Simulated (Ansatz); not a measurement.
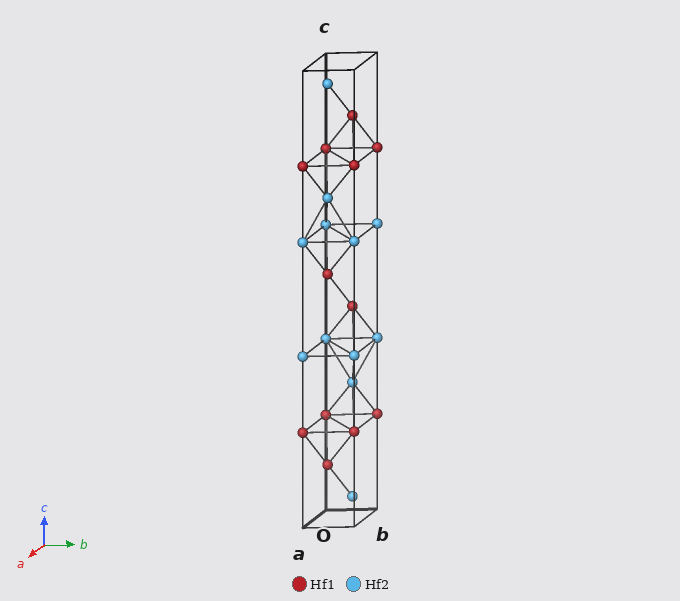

For Hf, the end point of a relaxation with Ansatz 0.2.0, DFT PBE, scalar-relativistic, plane waves, PAW; the starting structure was generated, so it need not be a known form of this composition: one unit cell; atoms that symmetry makes equivalent share a colour (atoms on faces, edges and corners are repeated). All values are computed from the atomic coordinates in the standard setting (tolerance 0.002 Å).

a = 3.195 Å, b = 3.195 Å, c = 30.710 Å, α = 90.00°, β = 90.00°, γ = 120.00°; space group R-3m (No. 166, hexagonal axes).

One atom of each site: Hf1 (1/3, 2/3, 0.875); Hf2 (2/3, 1/3, 0.708).

Q: Give the multiplicity, Wyckoff letter and site symmetry of each site.

A:
```
site  Wyckoff  symmetry
 Hf1       6c        3m
 Hf2       6c        3m
```

Q: How many free positional parameters does the structure have?

A: 2: Hf1 1, Hf2 1.
